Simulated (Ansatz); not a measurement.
## Run report: MoS2, single-point calculation (part 1 of 3)

MoS2 (Fm-3m, 3 atoms in the cell), computed with DFT PBE+U+J, scalar-relativistic, plane waves, PAW, U = 6 eV, J = 0.7 eV on Mo atom 1 d, spin-polarised (Ansatz 0.2.0).

The structure was built on a prototype by a generator; it need not be a known phase. It belongs to a series of runs on one base structure; here: random orbitals: harmonics, high filling. Figures and captions count atoms from 1; the log counts them from 0 in places.

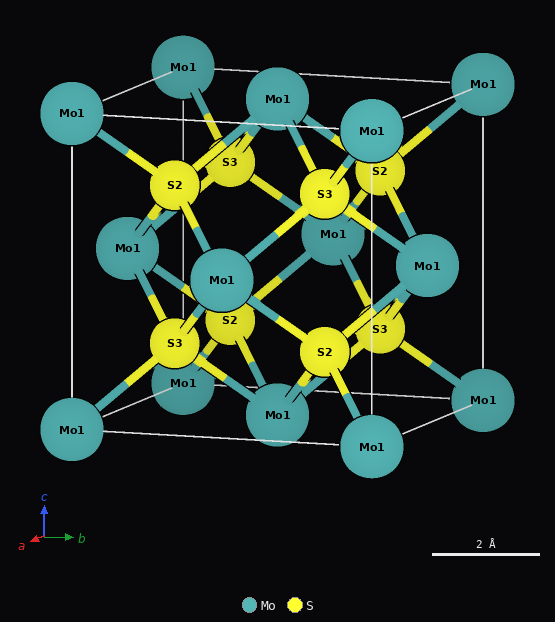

**Figure 1.** The structure as given in the input (ball-and-stick view of the cell 4 times as large as that of the calculation, set on its symmetry axes, seen slightly off an axis; atoms are numbered from 1 in the order of the input). Near neighbours in the crystal (not all of them lie inside the picture): Mo has 8 S at 2.59 Å; S has 4 Mo at 2.59 Å.

Results in brief

| quantity | value |
| --- | --- |
| outcome | converged |
| space group (tolerance 0.01 Å) | Fm-3m (225) |
| electrons treated | 26 |
| free energy | −6756.5195 eV |
| Fermi energy | 11.820 eV |
| gap on the k-point mesh | none (metallic) |
| net moment of the cell | 2.02 μB |
| integrated absolute moment | 2.97 μB |
| pressure | 4.19 GPa |
| largest force (length of the vector) | under 0.001 eV/Å |
| hardware | 2 threads of Arm Neoverse V1, 24 GiB of memory available, shared host |
| wall time | 5.3 s (CPU time 9.9 s) |
| peak memory | 0.33 GiB |

Input
```yaml
crystal:
  lattice:
    - [0.0, 2.99595142, 2.99595142]
    - [2.99595142, 0.0, 2.99595142]
    - [2.99595142, 2.99595142, 0.0]
  atoms:
    - { symbol: Mo, position: [0.0, 0.0, 0.0], spin: 2.0 }
    - { symbol: S, position: [0.25, 0.25, 0.25] }
    - { symbol: S, position: [0.75, 0.75, 0.75] }
basis:
  ecutwfc: 420
  ecutrho_ratio: 4
kpoints:
  mp_grid: { grid: [6, 6, 6] }
hamiltonian:
  xc: pbe
  hubbard:
    sites:
      - { site: 0, l: d, u: 6.0, j: 0.7, starting_ns: [{ spin: up, occupation_matrix: s0up }, { spin: down, occupation_matrix: s0down }] }
    occupation_matrices:
      s0up:
        matrix:
          - [0.97, 0.0, 0.0, 0.0, 0.0]
          - [0.0, 0.02, 0.0, 0.0, 0.0]
          - [0.0, 0.0, 0.02, 0.0, 0.0]
          - [0.0, 0.0, 0.0, 0.97, 0.0]
          - [0.0, 0.0, 0.0, 0.0, 0.02]
      s0down:
        matrix:
          - [0.02, 0.0, 0.0, 0.0, 0.0]
          - [0.0, 0.02, 0.0, 0.0, 0.0]
          - [0.0, 0.0, 0.02, 0.0, 0.0]
          - [0.0, 0.0, 0.0, 0.02, 0.0]
          - [0.0, 0.0, 0.0, 0.0, 0.02]
    ns_hold: until_converged
scf:
  occupations: { method: gaussian, width: 0.05 }
  lower_state_search: "off"
  max_iter: 150
output:
  forces: true
  stress: true
  eigenvalues: true
  populations: true
  hubbard: { sites: [{ site: 0, l: d }] }
  write_density: true
  write_potential: true
  elf: true
  volumetric_format: npy
magnetization:
  spin_polarized: true
```

Launched with:
```bash
ansatz run input.yaml --threads 2 --pin off --max-ram 3072MiB --backend cpu --events-out ev --progress --plain --runs-dir out
```

The program's output
```
Mo: projections on atomic orbitals take those of the free atom [Ar 3d10] 4s2 4p6 4d5 5s1, of charge +0.00 (hamiltonian.pseudopotentials.projection_atoms); the dataset's partial waves leave at most 6.0e-6 of an orbital's norm unspanned inside its sphere
S: projections on atomic orbitals take those of the free atom [Ne] 3s2 3p4, of charge +0.00 (hamiltonian.pseudopotentials.projection_atoms); the dataset's partial waves leave at most 1.6e-7 of an orbital's norm unspanned inside its sphere
Engine: ansatz 0.2.0, aarch64-unknown-linux-gnu
Pseudopotentials: kind: paw
Pseudopotential: Mo, paw, valence charge 14, recommended cutoff 420 eV (normal), Mo.paw.azcp
Pseudopotential: S, paw, valence charge 6, recommended cutoff 420 eV (normal), S.paw.azcp
Functional definition: PBE
  parameter kappa = 0.804
  parameter beta = 0.06672455060314922
  exchange = pbe_x(kappa = kappa, mu = beta*pi^2/3)
  correlation = pbe_c(beta = beta)
Crystal: 3 atoms, lattice volume = 53.782 Å³
Basis set: ecut = 420 eV, 1067 PW (Γ), exchange–correlation on 60×60×60 points (8 copies of the dense FFT grid, shifted against one another)
Bands: 18, of which v1, the nominal top of the filled ones, is band 13 counted from 1 (12 counted from 0)
Symmetry: 48 space group operations
Space group: Fm-3m (ITA 225), of the structure as read, at distance tolerance 3.8e-5 Å
Magnetic group: BNS 225.116 (UNI 1618), of the structure as read, at distance tolerance 3.8e-5 Å
k-points: 16 of 216
Non-local potential: Mo, projectors of the file, l = 0: 3, l = 1: 2, l = 2: 2, l = 3: 1
Non-local potential: S, projectors of the file, l = 0: 2, l = 1: 2, l = 2: 2
PAW form: soft (Blöchl's): semilocal exchange-correlation on the pseudo side does not see the compensation charge
PAW one-centre angular grid: Mo, 590 points (default); XC on 64 Gauss nodes
PAW one-centre angular grid: S, 110 points (default); XC on 64 Gauss nodes
Initial density: superposition of atomic densities (chi_scale 0.1, normalization cell)
Starting moments: Σ|m| = 2 μB on 1 of 3 sites
Initial wavefunctions: pseudopotential atomic-orbital guess
Functional: x = pbe(κ = 0.804, μ = 0.2195149727645171), c = pbe(β = 0.06672455060314922)
```
